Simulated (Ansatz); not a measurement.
# C3H5O2 (charge −1): geometry relaxation (part 1 of 2)

- system: C3H5O2, charge −1
- method: RKS PBE0-D4/def2-TZVPPD (Ansatz 0.2.0)

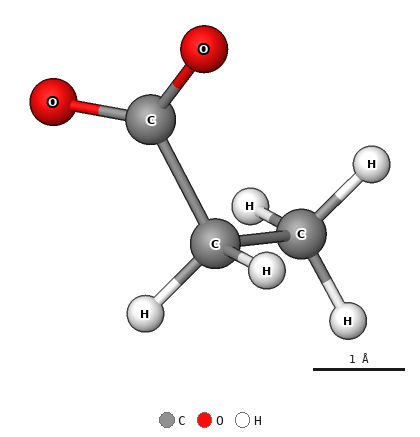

The structure as given in the input (ball-and-stick view, seen at a tilt).

The input:
```yaml
crystal:
  periodic: [false, false, false]
  atoms:
    - { symbol: C, position_ang: [-1.92739572, -0.12901938, -0.27558834] }
    - { symbol: C, position_ang: [-0.75383935, 0.78923451, 0.08527016] }
    - { symbol: C, position_ang: [0.59896959, -0.00176505, 0.0762678] }
    - { symbol: O, position_ang: [0.94097778, -0.52061603, 1.18013794] }
    - { symbol: O, position_ang: [1.18620083, -0.06748928, -1.04441211] }
    - { symbol: H, position_ang: [-1.76964345, -0.5719876, -1.27976753] }
    - { symbol: H, position_ang: [-2.00150996, -0.9616131, 0.45360141] }
    - { symbol: H, position_ang: [-2.90292567, 0.4048424, -0.28532438] }
    - { symbol: H, position_ang: [-0.6902493, 1.61825481, -0.6507944] }
    - { symbol: H, position_ang: [-0.91216476, 1.22266871, 1.09508944] }
total_charge: -1
basis:
  gaussian: { orbitals: def2-TZVPPD.json }
hamiltonian:
  xc: pbe0
  dispersion: d4
relax:
  f_tol: 0.002
  max_steps: 150
```

Hardware: 8 threads of Intel Xeon @ 2.50GHz (Skylake/Cascade Lake), 189 GiB of memory available, shared host.

Launched with:
```bash
ansatz run input.yaml --threads 8 --pin off --max-ram 22528MiB --backend cpu --events-out ev --progress --plain --runs-dir out
```

What the program printed:
```
The last accepted step is kept in [file] (removed where the run ends without a failure and the disk answers)
Engine: ansatz 0.2.0, x86_64-unknown-linux-gnu
Functional definition: PBE0
  parameter a = 0.25
  parameter kappa = 0.804
  parameter beta = 0.06672455060314922
  exchange = (1 - a)*pbe_x(kappa = kappa, mu = beta*pi^2/3) + a*exact_x
  correlation = pbe_c(beta = beta)
1185 factors; their error is unknown
mean field evaluation 1: about -7278.3327 eV, gradient 4.9e1 eV
mean field evaluation 2: about -7273.7635 eV, gradient 7.1e1 eV
mean field evaluation 4: about -7282.9570 eV, gradient 2.9e0 eV
mean field evaluation 8: about -7282.9718 eV, gradient 6.9e-2 eV
mean field evaluation 16: about -7282.9718 eV, gradient 8.2e-5 eV
mean field -7282.97177300 eV, -267.6442760820 hartree, gradient 2.5e-5 eV, S^2 0.000000; 0 other end points of the search recorded, 0 dependent functions left out
the calculation of the forces begins
reference -7282.97181188 eV, -267.6442775110 hartree; 20, 20 occupied and 256, 256 virtual orbitals, 1185 factors
relax step   1: F+E_penalty+E_count = -7283.13268791 eV  Δ(F+E_penalty+E_count) = +0.000e0 eV  max|allowed force component| = 1.071e0 eV/Å  Δτ_max = 0.0000 Å  (30 SCF iters, accepted)
these checks for a lower state are left out or cut short: starts, cluster_reference, orbital_swaps, neighbouring_geometries, increment
1185 factors; their error is unknown
mean field -7283.01507972 eV, -267.6458675748 hartree, gradient 1.6e-5 eV, S^2 0.000000; 0 other end points of the search recorded, 0 dependent functions left out
[... from here on the field's lines of each further geometry are left out, up to the last ...]
relax step   2: F+E_penalty+E_count = -7283.17693126 eV  Δ(F+E_penalty+E_count) = -4.424e-2 eV  max|allowed force component| = 2.522e-1 eV/Å  Δτ_max = 0.0229 Å  (34 SCF iters, accepted)
relax step   3: F+E_penalty+E_count = -7283.17148172 eV  Δ(F+E_penalty+E_count) = +5.450e-3 eV  max|allowed force component| = 5.142e-1 eV/Å  Δτ_max = 0.0272 Å  (34 SCF iters, rejected (line search))
relax step   4: F+E_penalty+E_count = -7283.18032497 eV  Δ(F+E_penalty+E_count) = -3.394e-3 eV  max|allowed force component| = 4.114e-2 eV/Å  Δτ_max = 0.0110 Å  (34 SCF iters, accepted)
relax step   5: F+E_penalty+E_count = -7283.18037909 eV  Δ(F+E_penalty+E_count) = -5.412e-5 eV  max|allowed force component| = 9.727e-3 eV/Å  Δτ_max = 0.0011 Å  (35 SCF iters, accepted)
relax step   6: F+E_penalty+E_count = -7283.18038553 eV  Δ(F+E_penalty+E_count) = -6.435e-6 eV  max|allowed force component| = 1.055e-2 eV/Å  Δτ_max = 0.0023 Å  (35 SCF iters, accepted)
relax step   7: F+E_penalty+E_count = -7283.18059934 eV  Δ(F+E_penalty+E_count) = -2.138e-4 eV  max|allowed force component| = 5.746e-3 eV/Å  Δτ_max = 0.0337 Å  (34 SCF iters, accepted)
relax step   8: F+E_penalty+E_count = -7283.18072426 eV  Δ(F+E_penalty+E_count) = -1.249e-4 eV  max|allowed force component| = 2.305e-2 eV/Å  Δτ_max = 0.0221 Å  (34 SCF iters, accepted)
relax step   9: F+E_penalty+E_count = -7283.18085312 eV  Δ(F+E_penalty+E_count) = -1.289e-4 eV  max|allowed force component| = 1.465e-1 eV/Å  Δτ_max = 0.0515 Å  (32 SCF iters, accepted)
relax step  10: F+E_penalty+E_count = -7283.18115234 eV  Δ(F+E_penalty+E_count) = -2.992e-4 eV  max|allowed force component| = 1.185e-1 eV/Å  Δτ_max = 0.0030 Å  (35 SCF iters, accepted)
relax step  11: F+E_penalty+E_count = -7283.18363457 eV  Δ(F+E_penalty+E_count) = -2.482e-3 eV  max|allowed force component| = 1.142e-2 eV/Å  Δτ_max = 0.0979 Å  (34 SCF iters, accepted)
relax step  12: F+E_penalty+E_count = -7283.18440697 eV  Δ(F+E_penalty+E_count) = -7.724e-4 eV  max|allowed force component| = 9.662e-2 eV/Å  Δτ_max = 0.0314 Å  (34 SCF iters, accepted)
relax step  13: F+E_penalty+E_count = -7283.15733469 eV  Δ(F+E_penalty+E_count) = +2.707e-2 eV  max|allowed force component| = 1.348e0 eV/Å  Δτ_max = 0.1945 Å  (39 SCF iters, rejected (line search))
relax step  14: F+E_penalty+E_count = -7283.18749399 eV  Δ(F+E_penalty+E_count) = -3.087e-3 eV  max|allowed force component| = 1.157e-1 eV/Å  Δτ_max = 0.0973 Å  (34 SCF iters, accepted)
relax step  15: F+E_penalty+E_count = -7283.18852861 eV  Δ(F+E_penalty+E_count) = -1.035e-3 eV  max|allowed force component| = 4.040e-1 eV/Å  Δτ_max = 0.0975 Å  (34 SCF iters, accepted)
relax step  16: F+E_penalty+E_count = -7283.17680921 eV  Δ(F+E_penalty+E_count) = +1.172e-2 eV  max|allowed force component| = 7.921e-1 eV/Å  Δτ_max = 0.1500 Å  (39 SCF iters, rejected (line search))
relax step  17: F+E_penalty+E_count = -7283.19417683 eV  Δ(F+E_penalty+E_count) = -5.648e-3 eV  max|allowed force component| = 1.240e-1 eV/Å  Δτ_max = 0.0750 Å  (33 SCF iters, accepted)
relax step  18: F+E_penalty+E_count = -7283.19695248 eV  Δ(F+E_penalty+E_count) = -2.776e-3 eV  max|allowed force component| = 1.006e-1 eV/Å  Δτ_max = 0.0750 Å  (33 SCF iters, accepted)
relax step  19: F+E_penalty+E_count = -7283.19907831 eV  Δ(F+E_penalty+E_count) = -2.126e-3 eV  max|allowed force component| = 4.165e-1 eV/Å  Δτ_max = 0.1100 Å  (34 SCF iters, accepted)
relax step  20: F+E_penalty+E_count = -7283.20079323 eV  Δ(F+E_penalty+E_count) = -1.715e-3 eV  max|allowed force component| = 2.899e-1 eV/Å  Δτ_max = 0.0219 Å  (33 SCF iters, accepted)
relax step  21: F+E_penalty+E_count = -7283.20707503 eV  Δ(F+E_penalty+E_count) = -6.282e-3 eV  max|allowed force component| = 2.471e-2 eV/Å  Δτ_max = 0.1329 Å  (38 SCF iters, accepted)
relax step  22: F+E_penalty+E_count = -7283.16033115 eV  Δ(F+E_penalty+E_count) = +4.674e-2 eV  max|allowed force component| = 4.986e-1 eV/Å  Δτ_max = 0.0619 Å  (32 SCF iters, rejected (line search))
relax step  23: F+E_penalty+E_count = -7283.20808400 eV  Δ(F+E_penalty+E_count) = -1.009e-3 eV  max|allowed force component| = 3.897e-2 eV/Å  Δτ_max = 0.0309 Å  (32 SCF iters, accepted)
relax step  24: F+E_penalty+E_count = -7283.20821310 eV  Δ(F+E_penalty+E_count) = -1.291e-4 eV  max|allowed force component| = 3.193e-1 eV/Å  Δτ_max = 0.0964 Å  (34 SCF iters, accepted)
relax step  25: F+E_penalty+E_count = -7283.21195091 eV  Δ(F+E_penalty+E_count) = -3.738e-3 eV  max|allowed force component| = 4.382e-2 eV/Å  Δτ_max = 0.0781 Å  (34 SCF iters, accepted)
relax step  26: F+E_penalty+E_count = -7283.21285833 eV  Δ(F+E_penalty+E_count) = -9.074e-4 eV  max|allowed force component| = 1.644e-2 eV/Å  Δτ_max = 0.0534 Å  (32 SCF iters, accepted)
relax step  27: F+E_penalty+E_count = -7283.19101897 eV  Δ(F+E_penalty+E_count) = +2.184e-2 eV  max|allowed force component| = 8.311e-1 eV/Å  Δτ_max = 0.1976 Å  (38 SCF iters, rejected (line search))
relax step  28: F+E_penalty+E_count = -7283.21335056 eV  Δ(F+E_penalty+E_count) = -4.922e-4 eV  max|allowed force component| = 5.640e-3 eV/Å  Δτ_max = 0.0410 Å  (33 SCF iters, accepted)
relax step  29: F+E_penalty+E_count = -7283.21243455 eV  Δ(F+E_penalty+E_count) = +9.160e-4 eV  max|allowed force component| = 2.315e-1 eV/Å  Δτ_max = 0.0977 Å  (34 SCF iters, rejected (line search))
relax step  30: F+E_penalty+E_count = -7283.21353149 eV  Δ(F+E_penalty+E_count) = -1.809e-4 eV  max|allowed force component| = 3.979e-2 eV/Å  Δτ_max = 0.0489 Å  (33 SCF iters, accepted)
relax step  31: F+E_penalty+E_count = -7283.21273552 eV  Δ(F+E_penalty+E_count) = +7.960e-4 eV  max|allowed force component| = 1.967e-1 eV/Å  Δτ_max = 0.0488 Å  (34 SCF iters, rejected (line search))
relax step  32: F+E_penalty+E_count = -7283.21395708 eV  Δ(F+E_penalty+E_count) = -4.256e-4 eV  max|allowed force component| = 1.586e-2 eV/Å  Δτ_max = 0.0244 Å  (32 SCF iters, accepted)
relax step  33: F+E_penalty+E_count = -7283.21408776 eV  Δ(F+E_penalty+E_count) = -1.307e-4 eV  max|allowed force component| = 3.924e-2 eV/Å  Δτ_max = 0.0244 Å  (34 SCF iters, accepted)
relax step  34: F+E_penalty+E_count = -7283.21415968 eV  Δ(F+E_penalty+E_count) = -7.191e-5 eV  max|allowed force component| = 6.121e-2 eV/Å  Δτ_max = 0.0279 Å  (34 SCF iters, accepted)
relax step  35: F+E_penalty+E_count = -7283.21423564 eV  Δ(F+E_penalty+E_count) = -7.596e-5 eV  max|allowed force component| = 6.426e-2 eV/Å  Δτ_max = 0.0123 Å  (34 SCF iters, accepted)
relax step  36: F+E_penalty+E_count = -7283.21433838 eV  Δ(F+E_penalty+E_count) = -1.027e-4 eV  max|allowed force component| = 4.716e-2 eV/Å  Δτ_max = 0.0120 Å  (35 SCF iters, accepted)
relax step  37: F+E_penalty+E_count = -7283.21453724 eV  Δ(F+E_penalty+E_count) = -1.989e-4 eV  max|allowed force component| = 2.361e-2 eV/Å  Δτ_max = 0.0365 Å  (33 SCF iters, accepted)
relax step  38: F+E_penalty+E_count = -7283.21438147 eV  Δ(F+E_penalty+E_count) = +1.558e-4 eV  max|allowed force component| = 1.418e-1 eV/Å  Δτ_max = 0.0783 Å  (33 SCF iters, rejected (line search))
relax step  39: F+E_penalty+E_count = -7283.17072820 eV  Δ(F+E_penalty+E_count) = +4.381e-2 eV  max|allowed force component| = 9.513e-1 eV/Å  Δτ_max = 0.0392 Å  (33 SCF iters, rejected (line search))
relax step  40: F+E_penalty+E_count = -7283.21461613 eV  Δ(F+E_penalty+E_count) = -7.889e-5 eV  max|allowed force component| = 1.636e-3 eV/Å  Δτ_max = 0.0162 Å  (34 SCF iters, accepted)
relax step  41: F+E_penalty+E_count = -7283.21473161 eV  Δ(F+E_penalty+E_count) = -1.155e-4 eV  max|allowed force component| = 2.229e-2 eV/Å  Δτ_max = 0.0453 Å  (33 SCF iters, accepted)
relax step  42: F+E_penalty+E_count = -7283.21475734 eV  Δ(F+E_penalty+E_count) = -2.572e-5 eV  max|allowed force component| = 4.541e-2 eV/Å  Δτ_max = 0.0271 Å  (33 SCF iters, accepted)
relax step  43: F+E_penalty+E_count = -7283.21479922 eV  Δ(F+E_penalty+E_count) = -4.189e-5 eV  max|allowed force component| = 2.316e-2 eV/Å  Δτ_max = 0.0037 Å  (35 SCF iters, accepted)
relax step  44: F+E_penalty+E_count = -7283.21483882 eV  Δ(F+E_penalty+E_count) = -3.960e-5 eV  max|allowed force component| = 1.211e-2 eV/Å  Δτ_max = 0.0175 Å  (33 SCF iters, accepted)
relax step  45: F+E_penalty+E_count = -7283.21471138 eV  Δ(F+E_penalty+E_count) = +1.274e-4 eV  max|allowed force component| = 7.621e-2 eV/Å  Δτ_max = 0.0610 Å  (33 SCF iters, rejected (line search))
relax step  46: F+E_penalty+E_count = -7283.21487163 eV  Δ(F+E_penalty+E_count) = -3.281e-5 eV  max|allowed force component| = 2.114e-2 eV/Å  Δτ_max = 0.0303 Å  (33 SCF iters, accepted)
relax step  47: F+E_penalty+E_count = -7283.21487264 eV  Δ(F+E_penalty+E_count) = -1.010e-6 eV  max|allowed force component| = 3.896e-2 eV/Å  Δτ_max = 0.0364 Å  (33 SCF iters, accepted)
relax step  48: F+E_penalty+E_count = -7283.21489470 eV  Δ(F+E_penalty+E_count) = -2.206e-5 eV  max|allowed force component| = 1.374e-2 eV/Å  Δτ_max = 0.0116 Å  (35 SCF iters, accepted)
relax step  49: F+E_penalty+E_count = -7283.21489970 eV  Δ(F+E_penalty+E_count) = -4.996e-6 eV  max|allowed force component| = 1.117e-2 eV/Å  Δτ_max = 0.0021 Å  (36 SCF iters, accepted)
relax step  50: F+E_penalty+E_count = -7283.21490492 eV  Δ(F+E_penalty+E_count) = -5.219e-6 eV  max|allowed force component| = 8.508e-3 eV/Å  Δτ_max = 0.0061 Å  (36 SCF iters, accepted)
relax step  51: F+E_penalty+E_count = -7283.21490648 eV  Δ(F+E_penalty+E_count) = -1.558e-6 eV  max|allowed force component| = 1.079e-2 eV/Å  Δτ_max = 0.0162 Å  (33 SCF iters, accepted)
relax step  52: F+E_penalty+E_count = -7283.21490898 eV  Δ(F+E_penalty+E_count) = -2.500e-6 eV  max|allowed force component| = 7.309e-3 eV/Å  Δτ_max = 0.0044 Å  (35 SCF iters, accepted)
relax step  53: F+E_penalty+E_count = -7283.21490986 eV  Δ(F+E_penalty+E_count) = -8.819e-7 eV  max|allowed force component| = 2.777e-3 eV/Å  Δτ_max = 0.0043 Å  (36 SCF iters, accepted)
relax step  54: F+E_penalty+E_count = -7283.21490997 eV  Δ(F+E_penalty+E_count) = -1.163e-7 eV  max|allowed force component| = 2.341e-3 eV/Å  Δτ_max = 0.0006 Å  (36 SCF iters, accepted)
the calculation of the forces begins
reference -7283.05424141 eV, -267.6473067404 hartree; 20, 20 occupied and 256, 256 virtual orbitals, 1185 factors
relax step  55: F+E_penalty+E_count = -7283.21491023 eV  Δ(F+E_penalty+E_count) = -2.549e-7 eV  max|allowed force component| = 1.274e-3 eV/Å  Δτ_max = 0.0025 Å  (36 SCF iters, accepted)
1185 factors; their error is unknown
mean field evaluation 416: about -7283.0542 eV, gradient 5.6e-2 eV
```

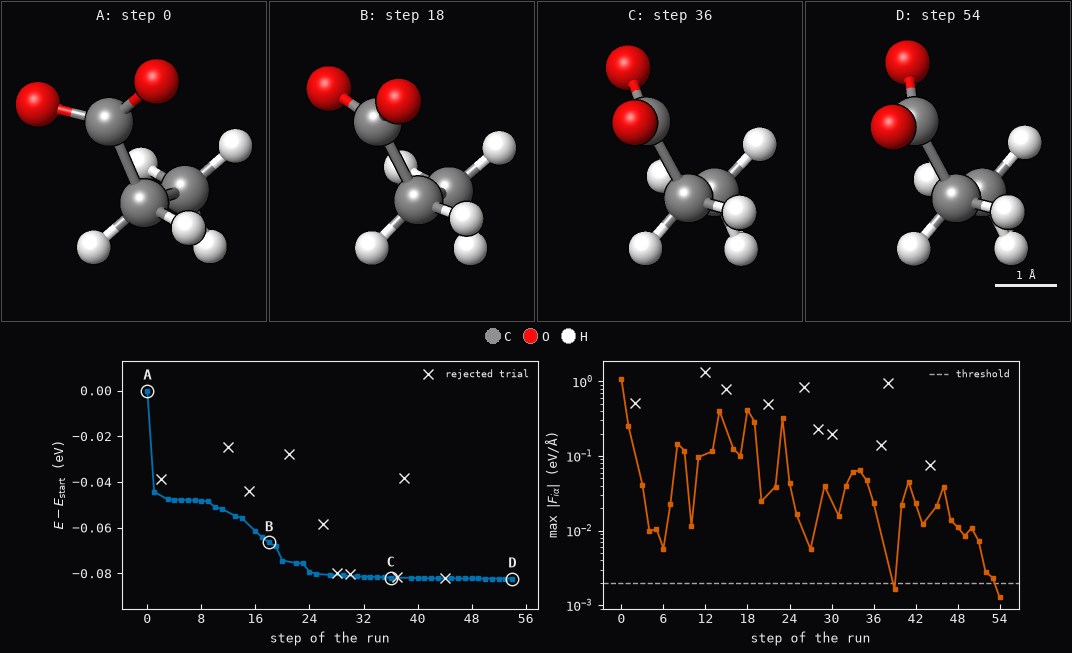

Frames of the relaxation (ball-and-stick view, seen at a tilt) above the curves, on which the letters mark them (the first geometry is step 0 here and step 1 in the log).
